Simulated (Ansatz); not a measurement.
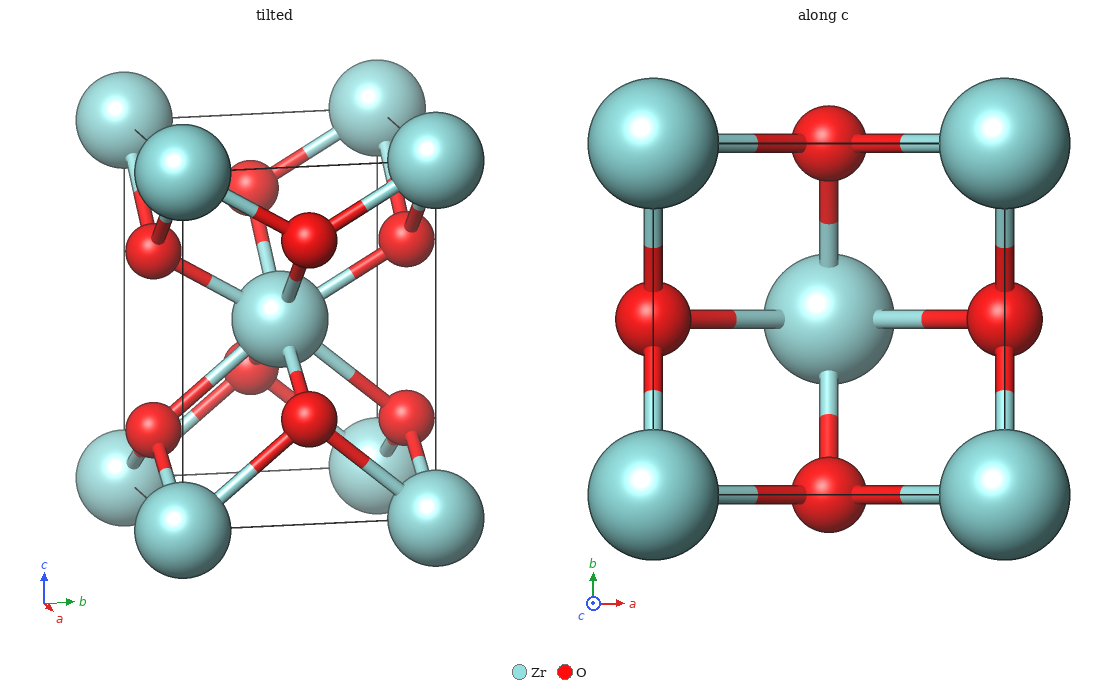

This ball-and-stick model is shown slightly off an axis and along the c axis. The edges of the conventional unit cell are marked.

ZrO$_{2}$, space group P4_2/nmc (No. 137), a = 3.601 Å, b = 3.601 Å, c = 5.070 Å, α = 90.00°, β = 90.00°, γ = 90.00°. Its origin is a structure listed in the Materials Project. The cell was then strained or its atoms displaced on purpose. It went into a calculation with Ansatz.

This one geometry was computed with Ansatz (DFT, plane waves, PAW) at four levels of theory: PBE, HSE06, r2SCAN with spin-orbit coupling and r2SCAN. It was relaxed with r2SCAN and then strained.

### Which level gives the highest pressure at this volume, and what does that say about its equilibrium volume?

Highest: PBE (8.8 GPa), which points to the largest equilibrium volume. Lowest, with the smallest volume: HSE06 (2.1 GPa). Levels within 0.5 GPa of each other can't be told apart.

### How does the band gap change with the level of theory?

PBE: a gap of 3.80 eV, indirect; r2SCAN: a gap of 4.35 eV, indirect; r2SCAN with spin-orbit coupling: a gap of 4.35 eV, indirect; HSE06: a gap of 5.46 eV, indirect.

### Collect the results in a table.

| level | cutoff (eV) | k-mesh of the run's cell | gap (eV) | pressure (GPa) |
| --- | --- | --- | --- | --- |
| PBE | 420 | 8×8×6 | 3.80 | 8.8 |
| HSE06 | 420 | 4×4×4 | 5.46 | 2.1 |
| r2SCAN with spin-orbit coupling | 500 | 8×8×6 | 4.35 | 5.0 |
| r2SCAN | 500 | 8×8×6 | 4.35 | 5.0 |

Gaps are taken on the k-mesh or band path of each run.
